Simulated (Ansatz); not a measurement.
# Dielectric response of ZnS (10-10) films, part 4 of 5

Wanted: ε of wurtzite ZnS (10-10) by finite fields on slabs, and the band edges against the vacuum where run.

Ansatz 0.2.0; plane-wave DFT, PBE, Ansatz PAW (the session's first sound run).

So far, gap on the k-mesh (eV): step 2 (relaxation, 12 atoms, units 3) 2.25; step 11 (single point on the relaxed film, 16 atoms, units 4) 2.20; step 12 (atoms held, 16 atoms, units 4, field 0.05 V/Å) 2.19; step 13 (atoms held, 16 atoms, units 4, field -0.05 V/Å) 2.19; step 15 (relaxation, 24 atoms, units 6) 2.16.

## 17. Single point on the relaxed film, 24 atoms, units 6

The next thickness, treated alike, so that differences show the interior and the faces cancel.

input.yaml

```yaml
crystal:
  lattice:
    - [3.82, 0.0, 0.0]
    - [0.0, 6.26, 0.0]
    - [0.0, 0.0, 35.6438242264]
  atoms:
    - { symbol: Zn, position: [0.0, 0.0493851219, 0.2639116157] }
    - { symbol: S, position: [0.0, 0.3863416656, 0.2446840626] }
    - { symbol: Zn, position: [0.5, 0.4861941525, 0.2773675254] }
    - { symbol: S, position: [0.5, 0.8705417855, 0.2815785502] }
    - { symbol: Zn, position: [0.5, -0.0033440938, 0.3448921723] }
    - { symbol: S, position: [0.5, 0.3717735878, 0.3420336497] }
    - { symbol: Zn, position: [0.0, 0.4917094855, 0.3739284712] }
    - { symbol: S, position: [0.0, 0.8688763024, 0.3755657303] }
    - { symbol: Zn, position: [0.0, -0.0051883577, 0.4378841478] }
    - { symbol: S, position: [0.0, 0.3700799841, 0.436662822] }
    - { symbol: Zn, position: [0.5, 0.4939242977, 0.4683047713] }
    - { symbol: S, position: [0.5, 0.8697060765, 0.4692984187] }
    - { symbol: Zn, position: [0.5, -0.0060757027, 0.5316952288] }
    - { symbol: S, position: [0.5, 0.3697060762, 0.5307015814] }
    - { symbol: Zn, position: [0.0, 0.4948116416, 0.5621158522] }
    - { symbol: S, position: [0.0, 0.8700799831, 0.5633371781] }
    - { symbol: Zn, position: [0.0, -0.0082905152, 0.6260715287] }
    - { symbol: S, position: [0.0, 0.3688763017, 0.6244342698] }
    - { symbol: Zn, position: [0.5, 0.4966559058, 0.6551078276] }
    - { symbol: S, position: [0.5, 0.8717735873, 0.6579663502] }
    - { symbol: Zn, position: [0.5, -0.0138058506, 0.7226324746] }
    - { symbol: S, position: [0.5, 0.370541783, 0.7184214498] }
    - { symbol: Zn, position: [0.0, 0.5493851193, 0.7360883843] }
    - { symbol: S, position: [0.0, 0.8863416625, 0.7553159374] }
kpoints:
  mp_grid: { grid: [8, 4, 1] }
hamiltonian:
  xc: pbe
scf:
  occupations: { method: fixed }
  convergence: { dr2_threshold: 1.0e-09 }
efield:
  axis: 3
  dipole_correction: true
  ramp_position: 0.97
  ramp_width: 0.06
output:
  eigenvalues: true
  dos: { projected: true, e_range: [-7, 7] }
  write_potential: true
  write_density: true
  volumetric_format: npy
checkpoint:
  write: end6.run
  compress: false
  write_wavefunctions: false
```

Run with:

```console
ansatz run input.yaml --threads 4 --pin off --max-ram 8192MiB --backend cpu --events-out ev --progress --plain --runs-dir out
```

Numbers of over 12 decimals in the logs are rounded to 6 here.

The log of the run:

```text
[...]
Crystal: 24 atoms, lattice volume = 852.358 Å³
Basis set: ecut = 420 eV, 16743 PW (Γ)
Bands: 132, of which v1, the nominal top of the filled ones, is band 108 counted from 1 (107 counted from 0)
Symmetry: 2 space group operations
k-points: 15 of 32 (time reversal used)
[...]
k-point 1: bands = [... 104 lower, 0.1852, 0.2154, 0.3878, 0.4321, 3.5186, 3.6345, 3.8821, 3.9175, ... 20 higher]
  k-point 2: bands = [... 104 lower, 0.1043, 0.1043, 0.1737, 0.1737, 3.9204, 3.9204, 4.0463, 4.0464, ... 20 higher]
  k-point 14: bands = [... 104 lower, -0.8489, -0.8489, -0.5553, -0.5553, 3.9963, 3.9963, 4.2331, 4.2331, ... 20 higher]
[key lines of the parts left out:]
SCF converged after 10 iterations
Free energy (F): -50671.586784 eV
Fermi energy:    0.581939 eV
Dipole field:    D = 0.000000 V/Å  (p = 0.000001 e·Å, saw-weighted, corrected)
Work function:   Φ+ = 5.9890 eV   Φ− = 5.9890 eV
```

Elapsed: 91 s, on 4 threads of Arm Neoverse V2, shared host; peak memory 3.2 GiB.

Running mean over 3.308 Å of the planar mean; the ramp of the sawtooth is left out. The electron's electrostatic potential energy less the highest filled level by z:

```csv
z (Å),electron's electrostatic potential energy less the highest filled level (eV)
4,5.99
6,5.90
8,1.43
10,-2.40
12,-2.33
14,-2.33
16,-2.41
18,-2.31
20,-2.37
22,-2.35
24,-2.42
26,-2.31
28,2.84
30,5.96
32,5.99
```

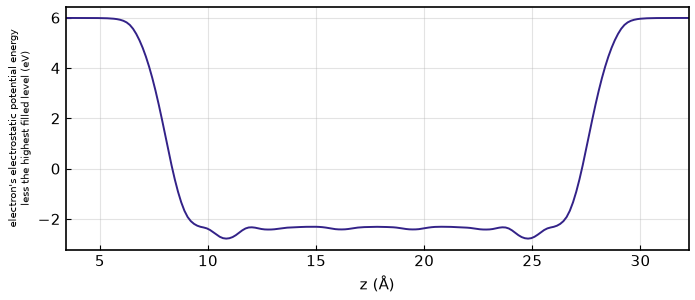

Electron's electrostatic potential energy less the highest filled level against z.

The gap is 2.16 eV, with the valence edge 5.99 eV and the conduction edge 3.83 eV under the upper vacuum level.

## 18. Single point, 24 atoms, units 6, field 0.05 V/Å

Edit input.yaml of step 17 so:

```diff
@@ -36,3 +36,3 @@
   occupations: { method: fixed }
-  convergence: { dr2_threshold: 1.0e-09 }
+  convergence: { dr2_threshold: 1.0e-10 }
 efield:
@@ -42,5 +42,4 @@
   ramp_width: 0.06
+  amplitude: 0.05
 output:
-  eigenvalues: true
-  dos: { projected: true, e_range: [-7, 7] }
   write_potential: true
@@ -48,5 +47 @@
   volumetric_format: npy
-checkpoint:
-  write: end6.run
-  compress: false
-  write_wavefunctions: false
```

The log of the run:

```text
[...]
Crystal: 24 atoms, lattice volume = 852.358 Å³
Basis set: ecut = 420 eV, 16743 PW (Γ)
Bands: 132, of which v1, the nominal top of the filled ones, is band 108 counted from 1 (107 counted from 0)
Symmetry: 2 space group operations
k-points: 15 of 32 (time reversal used)
[...]
k-point 0: bands = [... 104 lower, 0.3550, 0.4209, 0.5095, 0.6275, 2.7353, 3.1146, 3.6630, 3.7329, ... 20 higher]
  k-point 1: bands = [... 104 lower, 0.1839, 0.2265, 0.3537, 0.4720, 3.4958, 3.6514, 3.8739, 3.9208, ... 20 higher]
  k-point 2: bands = [... 104 lower, 0.0516, 0.1143, 0.1607, 0.2367, 3.8672, 3.9672, 4.0062, 4.0806, ... 20 higher]
  k-point 14: bands = [... 104 lower, -0.8084, -0.7881, -0.6275, -0.4827, 3.9540, 4.0335, 4.2229, 4.2371, ... 20 higher]
[key lines of the parts left out:]
SCF converged after 15 iterations
Free energy (F): -50671.589562 eV
Fermi energy:    0.627472 eV
Dipole field:    D = 0.023595 V/Å  (p = 0.111144 e·Å, saw-weighted, corrected)
```

It took 1.8 min on 4 threads; peak memory 3.2 GiB; 7.2 min of CPU time.

The dipole is 0.111 e·Å, and the gap on the mesh 2.108 eV.

## 19. Single point, 24 atoms, units 6, field -0.05 V/Å

Edit input.yaml of step 18 so:

```diff
@@ -42,3 +42,3 @@
   ramp_width: 0.06
-  amplitude: 0.05
+  amplitude: -0.05
 output:
```

The log of the run:

```text
[...]
Crystal: 24 atoms, lattice volume = 852.358 Å³
Basis set: ecut = 420 eV, 16743 PW (Γ)
Bands: 132, of which v1, the nominal top of the filled ones, is band 108 counted from 1 (107 counted from 0)
Symmetry: 2 space group operations
k-points: 15 of 32 (time reversal used)
[...]
k-point 0: bands = [... 104 lower, 0.3550, 0.4209, 0.5095, 0.6275, 2.7353, 3.1146, 3.6630, 3.7329, ... 20 higher]
  k-point 1: bands = [... 104 lower, 0.1839, 0.2265, 0.3537, 0.4720, 3.4958, 3.6514, 3.8739, 3.9208, ... 20 higher]
  k-point 2: bands = [... 104 lower, 0.0516, 0.1143, 0.1607, 0.2367, 3.8673, 3.9672, 4.0062, 4.0805, ... 20 higher]
  k-point 14: bands = [... 104 lower, -0.8084, -0.7881, -0.6275, -0.4827, 3.9541, 4.0335, 4.2229, 4.2371, ... 20 higher]
[key lines of the parts left out:]
SCF converged after 15 iterations
Free energy (F): -50671.589562 eV
Fermi energy:    0.627468 eV
Dipole field:    D = -0.023595 V/Å  (p = -0.111142 e·Å, saw-weighted, corrected)
```

The job ended after 1.8 min (4 threads; peak memory 3.2 GiB; 7.3 min of CPU time).

The dipole is -0.111 e·Å, and the gap on the mesh 2.108 eV.

## 20. Response with the atoms held, 24 atoms, units 6

This step: plane-wave DFT, PBE, Ansatz PAW; response to a field along the normal, atoms held (Ansatz 0.2.0).

Local field over the applied field, running mean. From the potentials at -0.05 and 0.05 V/Å; running mean over 3.308 Å, taken twice. Local field over applied field against z:

```csv
z (Å),local field over applied field
5.0,0.971
7.5,0.631
10.0,0.217
12.5,0.168
15.0,0.170
17.5,0.170
20.0,0.170
22.5,0.169
25.0,0.183
27.5,0.494
30.0,0.929
```

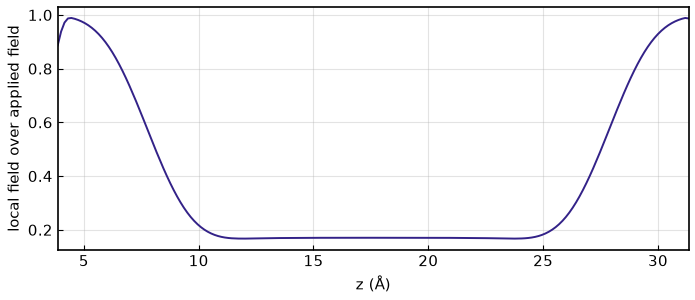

Local field over applied field, plotted against z.

The induced dipole is that of a conductor 16.82 Å thick.

## 21. Relaxing in the field, 24 atoms, units 6, field 0.05 V/Å

This step: plane-wave DFT, PBE, Ansatz PAW (Ansatz 0.2.0).

The same pair of relaxations in the field for this thickness.

Edit input.yaml of step 19 so:

```diff
@@ -42,3 +42,6 @@
   ramp_width: 0.06
-  amplitude: -0.05
+  amplitude: 0.05
+relax:
+  f_tol: 0.0006
+  max_steps: 70
 output:
```

The log of the run:

```text
[...]
Crystal: 24 atoms, lattice volume = 852.358 Å³
Basis set: ecut = 420 eV, 16743 PW (Γ), exchange–correlation on 54×90×480 points (8 copies of the dense FFT grid, shifted against one another)
Bands: 132, of which v1, the nominal top of the filled ones, is band 108 counted from 1 (107 counted from 0)
Symmetry: 2 space group operations
k-points: 15 of 32 (time reversal used)
[...]
- { symbol: Zn, position: [0.0, -0.00841874, 0.626096] }
    - { symbol: S, position: [0.0, 0.368742, 0.624410] }
    - { symbol: Zn, position: [0.5, 0.496514, 0.655140] }
    - { symbol: S, position: [0.5, 0.871621, 0.657930] }
    - { symbol: Zn, position: [0.5, -0.013978, 0.722657] }
    - { symbol: S, position: [0.5, 0.370361, 0.718396] }
    - { symbol: Zn, position: [0.0, 0.549116, 0.736148] }
    - { symbol: S, position: [0.0, 0.886186, 0.755279] }
[key lines of the parts left out:]
SCF converged after 8 iterations
Free energy (F): -50671.589058 eV
Fermi energy:    0.605499 eV
Dipole field:    D = 0.025270 V/Å  (p = 0.119031 e·Å, saw-weighted, corrected)
```

Wall time 3.3 min (4 threads); peak memory 2.8 GiB.

Hardly anything moved in the relaxation; the energy changed by under 0.2 meV an atom.

The relaxation took 3 steps and lowered the energy by 2.0e-4 eV; the largest force on the free atoms ends at 6.0e-4 eV/Å.

The dipole is 0.119 e·Å, and the gap on the mesh 2.134 eV.

## 22. Field on, atoms free, 24 atoms, units 6, field -0.05 V/Å

The opposite sign, again from the field-free geometry; the difference of the two cancels what relaxes without a field.

Edit input.yaml of step 21 so:

```diff
@@ -42,3 +42,3 @@
   ramp_width: 0.06
-  amplitude: 0.05
+  amplitude: -0.05
 relax:
```

The log of the run:

```text
[...]
Crystal: 24 atoms, lattice volume = 852.358 Å³
Basis set: ecut = 420 eV, 16743 PW (Γ), exchange–correlation on 54×90×480 points (8 copies of the dense FFT grid, shifted against one another)
Bands: 132, of which v1, the nominal top of the filled ones, is band 108 counted from 1 (107 counted from 0)
Symmetry: 2 space group operations
k-points: 15 of 32 (time reversal used)
[...]
- { symbol: Zn, position: [0.0, -0.00816764, 0.626051] }
    - { symbol: S, position: [0.0, 0.369007, 0.624458] }
    - { symbol: Zn, position: [0.5, 0.496806, 0.655076] }
    - { symbol: S, position: [0.5, 0.871921, 0.658008] }
    - { symbol: Zn, position: [0.5, -0.013637, 0.722615] }
    - { symbol: S, position: [0.5, 0.370732, 0.718449] }
    - { symbol: Zn, position: [0.0, 0.549655, 0.736035] }
    - { symbol: S, position: [0.0, 0.886497, 0.755358] }
[key lines of the parts left out:]
SCF converged after 8 iterations
Free energy (F): -50671.589058 eV
Fermi energy:    0.605499 eV
Dipole field:    D = -0.025270 V/Å  (p = -0.119031 e·Å, saw-weighted, corrected)
```

It took 3.2 min on 4 threads; peak memory 2.7 GiB.

Hardly anything moved in the relaxation; the energy changed by under 0.2 meV an atom.

The relaxation took 3 steps and lowered the energy by 2.0e-4 eV; the largest force on the free atoms ends at 6.0e-4 eV/Å.

The dipole is -0.119 e·Å, and the gap on the mesh 2.134 eV.

## 23. Response with the atoms relaxed, 24 atoms, units 6

This step: plane-wave DFT, PBE, Ansatz PAW; response to a field along the normal, atoms relaxed (Ansatz 0.2.0).

Numbers from this step:

```yaml
equivalent_conductor_thickness_p_eps_0ae: 18.01 Å
inner_field_over_outer_field: 0.1099
local_eps_in_the_middle: 9.098
```

Local field over the applied field, running mean. From the potentials at -0.05 and 0.05 V/Å; running mean over 3.308 Å, taken twice. Table of local field over applied field by z:

```csv
z (Å),local field over applied field
4,0.938
6,0.898
8,0.503
10,0.145
12,0.105
14,0.109
16,0.110
18,0.110
20,0.109
22,0.111
24,0.101
26,0.170
28,0.580
30,0.929
```

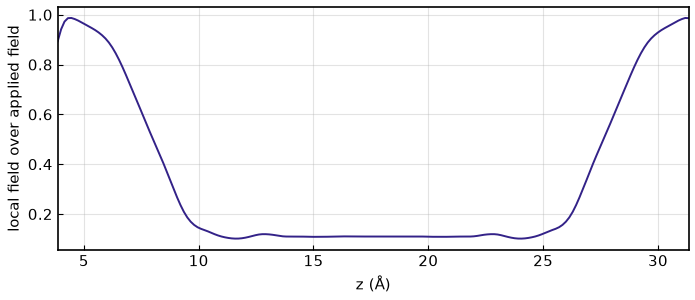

Local field over applied field, plotted against z.

The induced dipole is that of a conductor 18.01 Å thick.

## 24. Electronic ε from the series

This step: plane-wave DFT, PBE, Ansatz PAW; permittivity from the thickness series, atoms held (Ansatz 0.2.0).

Each added layer adds t(1 − 1/ε) to the dipole term, so the slope against thickness gives ε without a choice of where the film ends.

This step gave:

* slope: 0.8306
* intercept of the fit: 1.703 Å
* ε of the interior: 5.904

Equivalent conductor thickness against distance between the outer atoms:

```csv
distance between the outer atoms (Å),equivalent conductor thickness (Å)
8.18,8.50
11.51,11.3
18.20,16.8
```

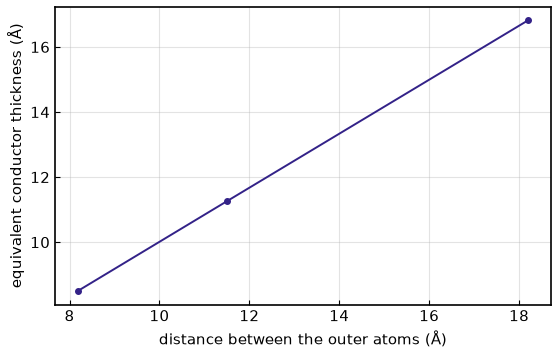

Equivalent conductor thickness, plotted against distance between the outer atoms.

By hand, from the thinnest and the thickest film: slope = (16.820 − 8.496) / (18.201 − 8.180) = 0.831, so ε = 1/(1 − 0.831) = 5.91.

## 25. Static ε from the series

This step: plane-wave DFT, PBE, Ansatz PAW; permittivity from the thickness series, atoms relaxed (Ansatz 0.2.0).

The same fit for the relaxed films. The nearer its slope lies to 1, the more ε hangs on small errors.

This step gave:

| Quantity | Value |
| --- | --- |
| slope | 0.8918 |
| intercept of the fit | 1.783 Å |
| ε of the interior | 9.239 |

Table of equivalent conductor thickness by distance between the outer atoms:

```csv
distance between the outer atoms (Å),equivalent conductor thickness (Å)
8.18,9.08
18.20,18.0
```

By hand, from the thinnest and the thickest film: slope = (18.014 − 9.078) / (18.201 − 8.180) = 0.892, so ε = 1/(1 − 0.892) = 9.24. One nm of such a film has the capacitance of 3.9/9.24 = 0.42 nm of SiO₂ (its equivalent oxide thickness).

## 26. The bulk crystal

This step: plane-wave DFT, PBE, Ansatz PAW (Ansatz 0.2.0).

System of this step: wurtzite ZnS. Symmetry: P6_3mc, No. 186, hexagonal system. The conventional cell has a = 3.820 Å, b = 3.820 Å, c = 6.260 Å, α = 90.00°, β = 90.00°, γ = 120.00°. Zn has 4 S at 2.34 to 2.35 Å nearest. S has 4 Zn at 2.34 to 2.35 Å nearest. Farther neighbours and most contacts between anions are not listed.

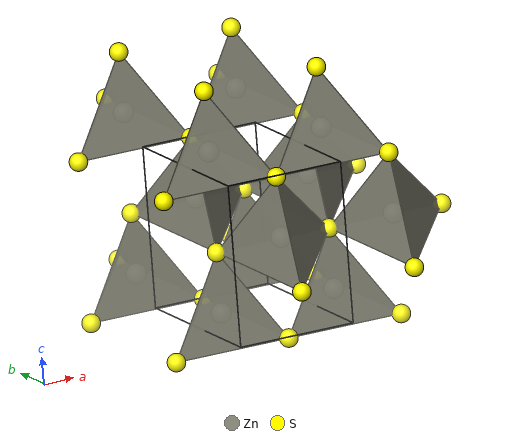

The cell of this step (zinc grey, sulfur yellow). 2×2×1 cells are drawn. Some periodic images of atoms are drawn too.

Band edges are better read in the bulk than in a thin slab, where confinement and surface states shift them. The bulk run gives them against its mean potential.

input.yaml

```yaml
crystal:
  lattice:
    - [3.82, 0.0, 0.0]
    - [-1.91, 3.3082170425, 0.0]
    - [0.0, 0.0, 6.26]
  atoms:
    - { symbol: Zn, position: [0.3333333333, 0.6666666667, 0.0] }
    - { symbol: Zn, position: [0.6666666667, 0.3333333333, 0.5] }
    - { symbol: S, position: [0.3333333333, 0.6666666667, 0.375] }
    - { symbol: S, position: [0.6666666667, 0.3333333333, 0.875] }
kpoints:
  mp_grid: { grid: [8, 8, 6] }
  band_path: { path: [VBM, CBM], npoints: 1 }
hamiltonian:
  xc: pbe
scf:
  occupations: { method: fixed }
  convergence: { dr2_threshold: 1.0e-09 }
output:
  eigenvalues: true
checkpoint:
  write: bulk.run
  compress: false
  write_wavefunctions: false
```

The log of the run:

```text
[...]
Crystal: 4 atoms, lattice volume = 79.110 Å³
Basis set: ecut = 420 eV, 1545 PW (Γ)
Bands: 22, of which v1, the nominal top of the filled ones, is band 18 counted from 1 (17 counted from 0)
Symmetry: 12 space group operations
[...]
k-points: 40 of 384 (time reversal used)
[...]
SCF iter   1: F=—  HF=-8445.449447 eV  |F-HF|=—  |Δ(HF+E_count)|=         —  Δρ=5.03e-4  dr2=2.13e-4  ethr=1.77e-3  ⟨swp⟩=5.2  Hψ=3749  notcnv=0  defer=79
[...]
SCF iter   8: F=-8445.449871 eV  HF=-8445.449871 eV  |F-HF|=6.18e-11  |Δ(HF+E_count)|=   1.26e-9  Δρ=5.52e-7  dr2=3.21e-10  ethr=2.78e-12  ⟨swp⟩=4.1  Hψ=3130  notcnv=0
SCF 1 converged in 8 iterations: F = -8445.449871 eV  dr2 = 3.21e-10
[...]
SCF converged after 8 iterations
Free energy (F): -8445.449871 eV
[...]
Internal energy: -8445.449871 eV  (E = F + TS)
E sigma→0 (E₀):  -8445.449871 eV
Fermi energy:    5.769268 eV
[...]
--- Band table (eV; the first three rows and the last of 40) ---
  k-point 0: bands = [... 14 lower, 4.8855, 5.6985, 5.7693, 5.7693, 7.9420, 8.8453, 12.0587, 12.0587]
  k-point 1: bands = [... 14 lower, 4.9400, 5.1213, 5.7046, 5.7046, 8.4480, 8.9149, 12.0979, 12.0979]
  k-point 2: bands = [... 14 lower, 5.0919, 5.0919, 5.5324, 5.5324, 9.1034, 9.1449, 12.0055, 12.2385]
  k-point 39: bands = [... 14 lower, 2.9241, 2.9241, 4.4178, 4.4178, 10.1825, 10.1825, 12.0915, 12.0915]
```

Wall time 3.5 s (4 threads); peak memory 0.34 GiB; 13 s of CPU time.

Numbers from this step:

* gap on the k-mesh: 2.173 eV
* gap along the path: 2.173 eV
* smallest direct gap along the path: 2.173 eV
* gap, the smaller of path and mesh: 2.173 eV

The gap is 2.17 eV.

## 27. Band edges against the vacuum, levels PBE

This step: plane-wave DFT, PBE, Ansatz PAW; band edges against the vacuum, bulk levels by PBE (Ansatz 0.2.0).

System of this step: ZnS (10-10), 6 units. The cell holds 24 atoms: 12 Zn and 12 S. Cell: a = 3.820 Å, b = 6.260 Å, c = 35.644 Å, α = 90.0°, β = 90.0°, γ = 90.0°. It derives from ZnS (wurtzite ZnS). Vacuum lies along c.

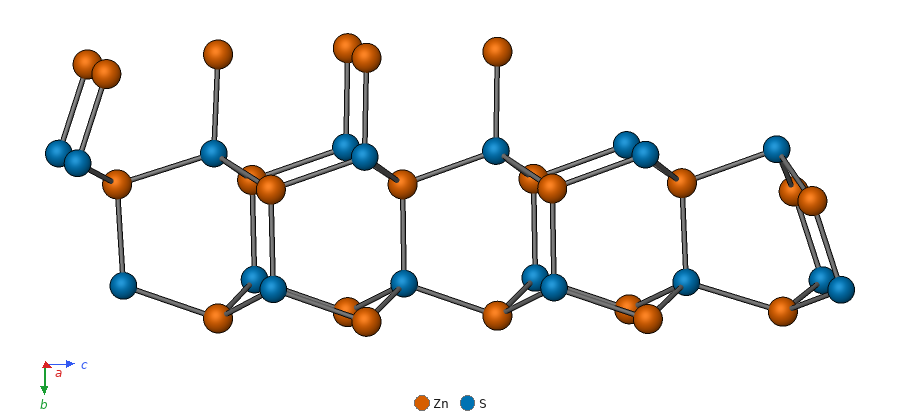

The cell of this step (zinc orange, sulfur blue). Some periodic images of atoms are drawn too.

The averaged potential in the middle of the thickest slab ties the bulk's levels to the vacuum level.

align.yaml

```yaml
surface:
  bulk: { run: bulk.run }
  slab: { run: end6.run, axis: 3 }
  face: plus
  period: 3.30822
```

Run with:

```console
ansatz align-bands align.yaml -- --threads 4 --pin off
```

The log of the run:

```text
plus face
ionisation energy 5.949 eV
electron affinity 3.776 eV
  bulk: levels by pbe on the potential of pbe; from 16.17 to 19.48 Å its average varies by 0.1041 eV and climbs by -0.0000; the bulk's density to 1.20 % (its layers are strained against the bulk's: take a thicker slab or side, or run the bulk at their strain)
  vacuum: slopes by 0.0000 eV/Å; line-up 8.3407 eV
  the slab's own level stands -0.040 eV from the bulk's
  of the slab's run: its band edges are its mesh's, and a band can turn off it. A run with kpoints.band_path: { path: [VBM, CBM], npoints: 1 } finds the zone's; the potential's macroscopic average varies by 0.1041 eV from 16.168 to 19.476 Å, more than 0.03 eV: the crystal is too thin there to have an interior, or the window reaches out of it, or the period is not the layers'
```

The job ended after 0.06 s (4 threads).

This step gave:

* ionisation energy: 5.949 eV
* electron affinity: 3.776 eV
* slab level shift: -0.04026 eV

Check by hand: ionisation energy less affinity, 5.95 − (3.78) = 2.17 eV, is the bulk gap at this level.

The program warns that the averaged potential varies by 0.10 eV in the slab's middle, which these edges carry as an error.

[end of part 4 of 5]

[Logs are printed without paths, hosts, clocks, repeated set-up lines and the standing remarks that a program may print on its own settings, such as how far it seeks lower states.]

[Hosts, paths, dates, database ids (printed as entryN), source tags and the programs' standing remarks are cut or masked in the printed files.]

[Maps of the electrostatic potential energy from Ansatz leave out the sawtooth potential of an applied field or a dipole correction, so their vacuum need not be flat; planar profiles and work functions include it.]
